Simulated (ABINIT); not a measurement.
**CoO: hubbard response calculation (part 3 of 3)**

The same run, continued: CoO (I4/mmm, 2 atoms in the cell); Kohn-Sham DFT of a periodic cell, PBEsol, DFT+U, JTH PAW PBE v2.0, spin-polarised (ABINIT 10.8.3); cutoff 707.5 eV, 8×8×8 k-mesh, fermi-dirac of 0.05 eV, collinear spins. The structure derives from an entry of the Crystallography Open Database.

Geometry of the input (Å; fractional positions):
```
-1.5080  1.5080  2.1072
1.5080  -1.5080  2.1072
1.5080  1.5080  -2.1072
Co 0.0000  0.0000  0.0000
O  0.5000  0.5000  0.0000
```

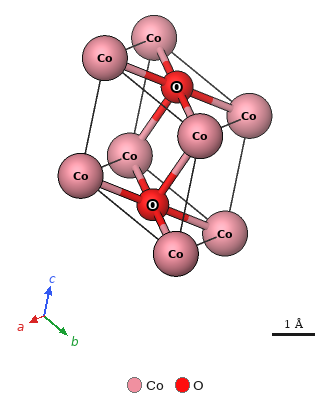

Fig. 1: The structure as given in the input (ball-and-stick view of the cell of the calculation, seen slightly off an axis). An atom can appear more than once, as a periodic image.

### What the program printed, continued
```
--- !EnergyTermsDC
iteration_state     : {dtset: 1, }
comment             : '"Double-counting" decomposition of free energy'
band_energy         : -1.44199360670974E+01
Ewald energy        : -1.06646217969566E+02
psp_core            :  3.50504042288144E+00
xc_dc               : -4.02484270955830E+01
PAW spherical_terms : -4.46473823914744E+00
internal            : -1.62274278948513E+02
'-kT*entropy'       : -1.24337926679656E-03
total_energy_dc     : -1.62275522327779E+02
total_energy_dc_eV  : -4.41574191632952E+03
...

--- !EnergyTermsWithPAWCore
iteration_state     : {dtset: 1, }
comment             : 'Components of total free energy, including PAW core contributions'
Total energy        : -1.46708859372165E+03
Total energy DC     : -1.46711075510046E+03
Total energy (eV)   : -3.99215143808330E+04
Total energy DC (eV): -3.99221174226715E+04
...

 Cartesian components of stress tensor (hartree/bohr^3)
  sigma(1 1)=  2.38959539E-04  sigma(3 2)=  1.08758618E-08
  sigma(2 2)=  2.38957089E-04  sigma(3 1)= -2.59841842E-08
  sigma(3 3)=  1.74885686E-04  sigma(2 1)=  7.79930146E-09

-Cartesian components of stress tensor (GPa)         [Pressure= -6.4020E+00 GPa]
- sigma(1 1)=  7.03043237E+00  sigma(3 2)=  3.19978903E-04
- sigma(2 2)=  7.03036027E+00  sigma(3 1)= -7.64481093E-04
- sigma(3 3)=  5.14531453E+00  sigma(2 1)=  2.29463371E-04

================================================================================
== DATASET  2 ==================================================================

--- !DatasetInfo
iteration_state: {dtset: 2, }
dimensions: {natom: 2, nkpt: 260, mband: 16, nsppol: 2, nspinor: 1, nspden: 2, mpw: 836, }
cutoff_energies: {ecut:  26.0, pawecutdg:  48.0, }
electrons: {nelect:   2.30000000E+01, charge:   0.00000000E+00, occopt:   3.00000000E+00, tsmear:   1.83746611E-03, }
meta: {optdriver: 0, ionmov: 0, optcell: 0, iscf: 17, paral_kgb: 0, }
...

 Real(R)+Recip(G) space primitive vectors, cartesian coordinates (Bohr,Bohr^-1):
 R(1)= -2.8497070  2.8497070  3.9821207  G(1)=  0.0000000  0.1754566  0.1255612
 R(2)=  2.8497070 -2.8497070  3.9821207  G(2)=  0.1754566  0.0000000  0.1255612
 R(3)=  2.8497070  2.8497070 -3.9821207  G(3)=  0.1754566  0.1754566  0.0000000
 Unit cell volume ucvol=  1.2935250E+02 bohr^3
 Angles (23,13,12)=  1.19604665E+02  1.19604665E+02  9.06861148E+01 degrees

 Coarse grid specifications (used for wave-functions):

 getcut: wavevector=  0.0000  0.0000  0.0000  ngfft=  27  27  27
         ecut(hartree)=     26.000   => boxcut(ratio)=   2.00236

 Fine grid specifications (used for densities):

 getcut: wavevector=  0.0000  0.0000  0.0000  ngfft=  36  36  36
         ecut(hartree)=     48.000   => boxcut(ratio)=   2.03752
--------------------------------------------------------------------------------

-inwffil : will read wavefunctions from disk file runi_DS2_WFK

 ******************************************
 DFT+U Method used: FLL
 ******************************************

================================================================================

--- !BeginCycle
iteration_state: {dtset: 2, }
solver: {iscf: 17, nstep: 120, nline: 4, wfoptalg: 10, }
tolerances: {tolvrs: 1.00E-09, }
...

     iter   Etot(hartree)      deltaE(h)  residm     nres2   difmagsph maxmagsph
 ETOT  1  -162.23124704901    -1.622E+02 1.461E-07 4.930E-03 2.718E+00 2.718E+00
 ETOT  2  -162.23124220683     4.842E-06 1.418E-07 2.437E-03 3.375E-03 2.715E+00
 ETOT  3  -162.23124003644     2.170E-06 3.473E-06 2.688E-04 1.462E-03 2.716E+00
 ETOT  4  -162.23124033818    -3.017E-07 3.846E-07 3.625E-04 2.590E-04 2.717E+00
 ETOT  5  -162.23124025662     8.155E-08 4.740E-06 1.720E-04 1.154E-04 2.716E+00
 ETOT  6  -162.23124021738     3.925E-08 2.752E-07 1.774E-04 4.633E-05 2.716E+00
 ETOT  7  -162.23124007854     1.388E-07 1.473E-06 2.045E-05 2.044E-04 2.716E+00
 ETOT  8  -162.23124010052    -2.198E-08 2.174E-07 5.665E-06 3.893E-05 2.716E+00
 ETOT  9  -162.23124009898     1.540E-09 3.516E-07 3.573E-06 1.623E-06 2.716E+00
 ETOT 10  -162.23124009674     2.241E-09 2.839E-07 3.798E-06 1.946E-05 2.716E+00
 ETOT 11  -162.23124009464     2.104E-09 1.227E-06 9.032E-08 3.346E-05 2.716E+00
 ETOT 12  -162.23124009487    -2.353E-10 1.376E-07 1.417E-07 6.124E-06 2.716E+00
 ETOT 13  -162.23124009494    -7.103E-11 7.614E-07 1.594E-07 2.327E-06 2.716E+00
 ETOT 14  -162.23124009488     6.182E-11 1.069E-07 8.237E-08 2.773E-06 2.716E+00
 ETOT 15  -162.23124009489    -1.012E-11 6.816E-07 1.612E-08 4.614E-06 2.716E+00
 ETOT 16  -162.23124009492    -3.311E-11 7.207E-08 2.398E-08 5.147E-07 2.716E+00
 ETOT 17  -162.23124009487     5.144E-11 4.395E-07 9.475E-09 3.080E-06 2.716E+00
 ETOT 18  -162.23124009487     2.842E-12 7.710E-08 1.699E-09 1.204E-06 2.716E+00
 ETOT 19  -162.23124009487    -9.948E-13 1.810E-07 8.828E-10 1.136E-06 2.716E+00

 At SCF step   19       nres2   =  8.83E-10 < tolvrs=  1.00E-09 =>converged.

 Cartesian components of stress tensor (hartree/bohr^3)
  sigma(1 1)=  2.30976949E-04  sigma(3 2)= -3.70177234E-09
  sigma(2 2)=  2.30939261E-04  sigma(3 1)=  9.18917998E-09
  sigma(3 3)=  1.65383704E-04  sigma(2 1)= -5.44802137E-09

--- !ResultsGS
iteration_state: {dtset: 2, }
comment   : Summary of ground state results
lattice_vectors:
- [ -2.8497070,   2.8497070,   3.9821207, ]
- [  2.8497070,  -2.8497070,   3.9821207, ]
- [  2.8497070,   2.8497070,  -3.9821207, ]
lattice_lengths: [   5.66559,    5.66559,    5.66559, ]
lattice_angles: [119.605, 119.605,  90.686, ] # degrees, (23, 13, 12)
lattice_volume:   1.2935250E+02
convergence: {deltae: -9.948E-13, res2:  8.828E-10, residm:  1.810E-07, diffor: null, }
etotal    :  -1.62231240E+02
entropy   :   0.00000000E+00
fermie    :   3.77606475E-01
cartesian_stress_tensor: # hartree/bohr^3
- [  2.30976949E-04,  -5.44802137E-09,   9.18917998E-09, ]
- [ -5.44802137E-09,   2.30939261E-04,  -3.70177234E-09, ]
- [  9.18917998E-09,  -3.70177234E-09,   1.65383704E-04, ]
pressure_GPa:  -6.1519E+00
xred      :
- [  0.0000E+00,   0.0000E+00,   0.0000E+00, Co]
- [  5.0000E-01,   5.0000E-01,  -1.1798E-17,  O]
cartesian_forces: # hartree/bohr
- [  1.58740175E-06,  -4.27709394E-10,  -3.23963074E-09, ]
- [ -1.58740175E-06,   4.27709394E-10,   3.23963074E-09, ]
force_length_stats: {min:   1.58740512E-06, max:   1.58740512E-06, mean:   1.58740512E-06, }
...

 Integrated electronic and magnetization densities in atomic spheres:
 ------------------------------------------------------------------------------------------------------------
 Radius=ratsph(iatom), smearing ratsm=  0.0000. Diff(up-dn)=approximate z local magnetic moment.
    Atom    Radius    up_density   dn_density  Total(up+dn)  Diff(up-dn)
    1 Co   2.10903     8.979016     6.262759     15.241775     2.716257
    2  O   1.41465     2.372674     2.130153      4.502827     0.242521
 ------------------------------------------------------------------------------------------------------------
  Sum:                11.351690     8.392912     19.744602     2.958778
 Total magnetization (from the atomic spheres):                2.958778
 Total magnetization (exact up - dn):                          2.999848

 ---------- DFT+U DATA ---------------------------------------------------

 ====== For Atom     1, occupations for correlated orbitals. lpawu =   2

 Atom   1. Occ. for lpawu and for spin  1 =   4.21033
 Atom   1. Occ. for lpawu and for spin  2 =   1.80724
 => On atom   1,  local Mag. for lpawu is       -2.403086

 == Occupation matrix for correlated orbitals:

 Occupation matrix for spin  1
     0.85440    0.00000    0.00000   -0.00000    0.00000
     0.00000    0.83375   -0.00000    0.00000    0.00000
     0.00000   -0.00000    0.85482    0.00000    0.00000
    -0.00000    0.00000    0.00000    0.83375   -0.00000
     0.00000    0.00000    0.00000   -0.00000    0.83360

 Occupation matrix for spin  2
     0.08752   -0.00000   -0.00000    0.00000   -0.00000
    -0.00000    0.54709    0.00000   -0.00000    0.00000
    -0.00000    0.00000    0.09017   -0.00000    0.00000
     0.00000   -0.00000   -0.00000    0.54710    0.00000
    -0.00000    0.00000    0.00000    0.00000    0.53537

 ---------- calculate U, (J) start ----------

 All pawujat  ok and equal to   1
 macro_uj=1 and nspden=2: standard determination of Hubbard U-parameter

*********************************************************************
************************  Linear Response U  ************************

 Info printed for perturbed atom:    1

  Perturbations           Occupations
 --------------- -----------------------------
    alpha [eV]     Unscreened      Screened
 --------------- -----------------------------
   0.0000000000   6.0248983380   6.0248983380
   0.1000000000   6.0199114763   6.0175728525

                    Scalar response functions:
                    Chi0 [eV^-1]:     -0.11082
                    Chi [eV^-1]:      -0.07325

 The scalar U from the two-point regression scheme is   4.62726 eV.
*********************************************************************
*********************************************************************
Note: For more reliable linear regressions of the response
matrices, it is advised that you have more than two points.
See the LRUJ protocol for more information.

 URES      ii    nat       r_max    U(J)[eV]   U_ASA[eV]   U_inf[eV]
 URES       1      1     0.00000     1.15682     0.76607     0.61535
 URES       2      8     7.01700     4.05599     2.68596     2.15753
 URES       3     27     9.72780     4.45610     2.95092     2.37036
 URES       4     64    14.26960     4.55498     3.01640     2.42296
 URES       5    125    17.70740     4.59025     3.03975     2.44172
 URES       6    216    22.20620     4.60584     3.05008     2.45001

 ---------- calculate U, (J) end --------------

================================================================================

 ----iterations are completed or convergence reached----

 Mean square residual over all n,k,spin=   22.134E-12; max=  18.096E-08
 reduced coordinates (array xred) for    2 atoms
       0.000000000000      0.000000000000      0.000000000000
       0.500000000000      0.500000000000     -0.000000000000
 rms dE/dt=  4.5284E-06; max dE/dt=  4.5496E-06; dE/dt below (all hartree)
    1       0.000004549594     -0.000004498524     -0.000004549137
    2      -0.000004525905      0.000004525373      0.000004521486

 cartesian coordinates (angstrom) at end:
    1      0.00000000000000     0.00000000000000     0.00000000000000
    2     -0.00000000000000     0.00000000000000     2.10724753624660

 cartesian forces (hartree/bohr) at end:
    1      0.00000158740175    -0.00000000042771    -0.00000000323963
    2     -0.00000158740175     0.00000000042771     0.00000000323963
 frms,max,avg= 9.1648877E-07 1.5874018E-06   7.040E-11  3.476E-10 -3.173E-09 h/b

 cartesian forces (eV/Angstrom) at end:
    1      0.00008162748008    -0.00000002199370    -0.00000016658851
    2     -0.00008162748008     0.00000002199370     0.00000016658851
 frms,max,avg= 4.7127747E-05 8.1627480E-05   3.620E-09  1.787E-08 -1.632E-07 e/A
 length scales=  1.000000000000  1.000000000000  1.000000000000 bohr
              =  0.529177210544  0.529177210544  0.529177210544 angstroms
 Fermi (or HOMO) energy (hartree) =   0.37761   Average Vxc (hartree)=  -0.45176
 Magnetization (Bohr magneton)=  2.99985785E+00
 Total spin up =  1.29999289E+01   Total spin down =  1.00000711E+01
 Eigenvalues (hartree) for nkpt= 260  k points, SPIN UP:
 kpt#   1, nband= 16, wtk=  0.00195, kpt=  0.0000  0.0000  0.0000 (reduced coord)
  -3.18004   -1.83477   -1.83477   -1.83333   -0.35611    0.20850    0.21024    0.22171
   0.22171    0.22201    0.27141    0.27233    0.27233    0.41622    0.99074    1.03564
      occupation numbers for kpt#   1
   1.00000    1.00000    1.00000    1.00000    1.00000    1.00000    1.00000    1.00000
   1.00000    1.00000    1.00000    1.00000    1.00000    0.00000    0.00000    0.00000
 prteigrs : prtvol=0 or 1, do not print more k-points.

 Eigenvalues (hartree) for nkpt= 260  k points, SPIN DOWN:
 kpt#   1, nband= 16, wtk=  0.00195, kpt=  0.0000  0.0000  0.0000 (reduced coord)
  -3.06219   -1.71936   -1.71936   -1.71839   -0.34009    0.28906    0.29064    0.29064
   0.33387    0.33387    0.33688    0.42810    0.42839    0.43689    0.98553    1.05857
      occupation numbers for kpt#   1
   1.00000    1.00000    1.00000    1.00000    1.00000    1.00000    1.00000    1.00000
   1.00000    1.00000    1.00000    0.00000    0.00000    0.00000    0.00000    0.00000
 prteigrs : prtvol=0 or 1, do not print more k-points.

--- !EnergyTerms
iteration_state     : {dtset: 2, }
comment             : Components of total free energy in Hartree
kinetic             :  1.91967190569066E+01
hartree             :  4.20320440638161E+01
xc                  : -5.94672747481158E+00
Ewald energy        : -1.06646217969566E+02
psp_core            :  3.50504042288144E+00
local_psp           : -1.41432738132761E+02
PAW spherical_terms :  2.70397570418508E+01
internal            : -1.62252122991684E+02
'-kT*entropy'       : -1.23763723177366E-03
total_energy        : -1.62253360628915E+02
total_energy_eV     : -4.41513886578186E+03
...

--- !EnergyTermsDC
iteration_state     : {dtset: 2, }
comment             : '"Double-counting" decomposition of free energy'
band_energy         : -1.44105497727719E+01
Ewald energy        : -1.06646217969566E+02
psp_core            :  3.50504042288144E+00
xc_dc               : -4.02058619633978E+01
PAW spherical_terms : -4.47241317478409E+00
internal            : -1.62230002457639E+02
'-kT*entropy'       : -1.23763723177366E-03
total_energy_dc     : -1.62231240094870E+02
total_energy_dc_eV  : -4.41453693538600E+03
...

--- !EnergyTermsWithPAWCore
iteration_state     : {dtset: 2, }
comment             : 'Components of total free energy, including PAW core contributions'
Total energy        : -1.46708859340160E+03
Total energy DC     : -1.46706647286755E+03
Total energy (eV)   : -3.99215143721239E+04
Total energy DC (eV): -3.99209124417280E+04
...

 Cartesian components of stress tensor (hartree/bohr^3)
  sigma(1 1)=  2.30976949E-04  sigma(3 2)= -3.70177234E-09
  sigma(2 2)=  2.30939261E-04  sigma(3 1)=  9.18917998E-09
  sigma(3 3)=  1.65383704E-04  sigma(2 1)= -5.44802137E-09

-Cartesian components of stress tensor (GPa)         [Pressure= -6.1519E+00 GPa]
- sigma(1 1)=  6.79557645E+00  sigma(3 2)= -1.08909902E-04
- sigma(2 2)=  6.79446763E+00  sigma(3 1)=  2.70355009E-04
- sigma(3 3)=  4.86575657E+00  sigma(2 1)= -1.60286323E-04

== END DATASET(S) ==============================================================
================================================================================

 -outvars: echo values of variables after computation  --------
            acell      1.0000000000E+00  1.0000000000E+00  1.0000000000E+00 Bohr
           etotal1    -1.6227552233E+02
           etotal2    -1.6223124009E+02
            fcart1     1.5808484788E-06 -1.7815714714E-08 -1.5437204253E-09
                      -1.5808484788E-06  1.7815714714E-08  1.5437204253E-09
            fcart2     1.5874017523E-06 -4.2770939418E-10 -3.2396307352E-09
                      -1.5874017523E-06  4.2770939418E-10  3.2396307352E-09
            rprim     -2.8497069959E+00  2.8497069959E+00  3.9821207230E+00
                       2.8497069959E+00 -2.8497069959E+00  3.9821207230E+00
                       2.8497069959E+00  2.8497069959E+00 -3.9821207230E+00
           strten1     2.3895953930E-04  2.3895708852E-04  1.7488568629E-04
                       1.0875861845E-08 -2.5984184221E-08  7.7993014644E-09
           strten2     2.3097694887E-04  2.3093926085E-04  1.6538370435E-04
                      -3.7017723406E-09  9.1891799769E-09 -5.4480213737E-09
           xangst      0.0000000000E+00  0.0000000000E+00  0.0000000000E+00
                      -6.7712062635E-17  3.2129312060E-17  2.1072475362E+00
             xred      0.0000000000E+00  0.0000000000E+00  0.0000000000E+00
                       5.0000000000E-01  5.0000000000E-01 -1.1797994231E-17
 Calculation completed.
```

### File lruj.log
```
.Version 10.8.3 of LRUJ
--------------------------------------------------------|---------------------------------------
 Linear:        -0.1118740    -0.0734689     4.6725776  |    0.0000609    0.0000124    0.0053777
*************************************************************************************************
*************************************************************************************************
```

### Summary

```json
{"quantity": "outcome", "value": "converged"}
{"quantity": "space group (tolerance 0.01 Å)", "value": "I4/mmm (139)"}
{"quantity": "electrons treated", "value": "23"}
{"quantity": "free energy", "value": "−4415.1391 eV"}
{"quantity": "gap on the k-point mesh", "value": "none (metallic)"}
{"quantity": "net moment of the cell", "value": "3.00 μB"}
{"quantity": "pressure", "value": "−6.28 GPa"}
{"quantity": "largest force (length of the vector)", "value": "under 0.001 eV/Å"}
{"quantity": "wall time", "value": "39 min"}
{"quantity": "peak memory", "value": "0.28 GiB"}
```

Settings chosen away from the usual ones: k set to [8, 8, 8] (from [6, 6, 6]). Points of doubt noted for this run: cell small for linear response; libxc opposed gradients. The cell is under a tension of 6.3 GPa at this level, so it is not at its equilibrium volume.
